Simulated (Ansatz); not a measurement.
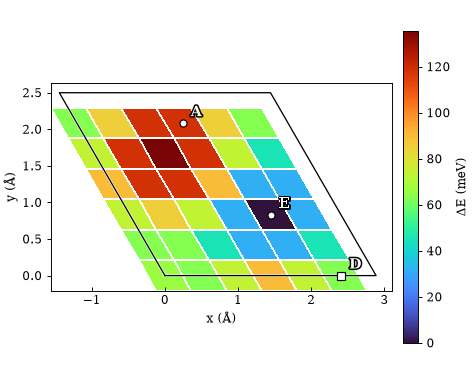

Si on a Ti(001) slab cut from the P6_3/mmc phase, its upper half relaxed before the scan (20 atoms of substrate and one adsorbate in a 2 × 2 cell). 
- Si is moved over the surface cell at a fixed height above a rigid substrate; the origin of the map has the adsorbate above Ti17; the height is held at 2.50 Å.
- Places are given modulo a cell vector. The map is drawn in real space over the plane of the surface.
- The scan uses a 6 × 6 grid; 10 points were computed and 26 follow by symmetry.
- Places are given in fractions of the 1 × 1 surface cell.
- All energies are given in meV relative to the lowest grid point.
- The runs have no spin polarisation, so an open-shell adsorbate far from the surface lies too high. At a fixed height the lowest place need not be the adsorption site.
- The calculation used DFT PBE+D3(BJ), scalar-relativistic, plane waves, PAW (Ansatz 0.2.0). Settings: cutoff 420 eV, k-mesh 6×6×1, gaussian smearing 0.1 eV, no spin polarisation.

The picture shows one coloured cell a grid point, the outline of one cell of the plane, lettered points.

Is D the lowest point of the computed grid?

No. D lies 63 meV above the lowest grid point, which is at a threefold hollow over a second-layer Ti atom, (4/6, 2/6) of the cell vectors.

Rank the lettered points by energy, lowest first.

E (0 meV), D (63 meV), A (118 meV).

PAW datasets: the set soft_1.
